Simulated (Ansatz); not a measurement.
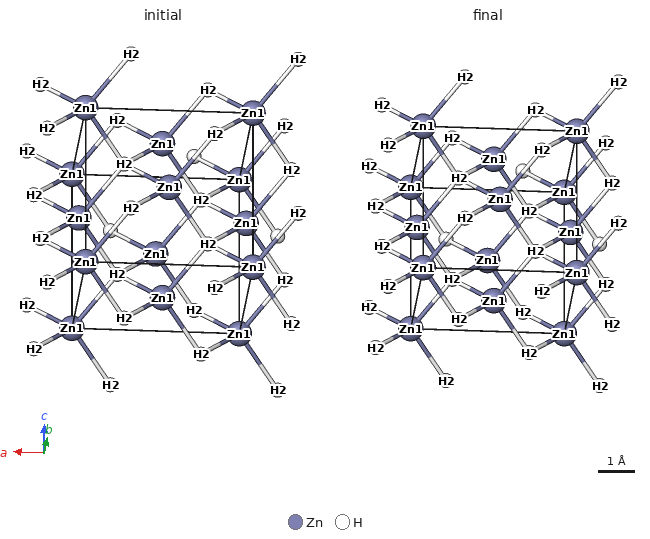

The structure of solid ZnH (a generated structure, set up in F-43m) before (left) and after (right) a relaxation, at one scale.

Style: ball-and-stick. Shown: the conventional cell (4 times the calculation's cell), from a free direction. Lengths and directions refer to the drawn axes.

The run lets cell and atoms move.

Theory: Kohn-Sham DFT of a periodic cell, LDA, Ansatz PAW (Ansatz 0.2.0).

The input:
```yaml
crystal:
  lattice:
    - [0.0, 2.33470761, 2.33470761]
    - [2.33470761, 0.0, 2.33470761]
    - [2.33470761, 2.33470761, 0.0]
  atoms:
    - { symbol: Zn, position: [0.0, 0.0, 0.0] }
    - { symbol: H, position: [0.25, 0.25, 0.25] }
hamiltonian:
  xc: lda
  pseudopotentials: { kind: paw }
kpoints:
  mp_grid: { grid: [10, 10, 10] }
scf:
  occupations: { method: fermi_dirac, width: 0.05 }
output:
  forces: true
  stress: true
  eigenvalues: true
relax:
  f_tol: 0.01
  max_steps: 40
  cell: { stress_tol: 0.05 }
```

Command:
```bash
ansatz run input.yaml --threads 2 --pin off --max-ram 5632MiB --backend cpu --events-out ev --progress --plain --runs-dir out
```

Q: What changed between the two?

A: The energy falls by 109 meV per atom in 5 accepted moves (7 points after the start). All forces vanish by symmetry, so only the cell relaxes. Pressure: −9.66 GPa at the start and 0.00 GPa at the end. At 2 points the geometry stayed and the basis and grid were re-selected for the new cell (energy shift of 1.2 meV per atom at most each time). The atoms keep their places relative to the cell (all moves are under 0.005 Å). The volume changes by −22.7 %, with a = b = c 4.669 → 4.286 Å (−8.2 %). Some distances before and after: Zn1–H2 2.022 → 1.856 Å. The space group stays F-43m (No. 216).
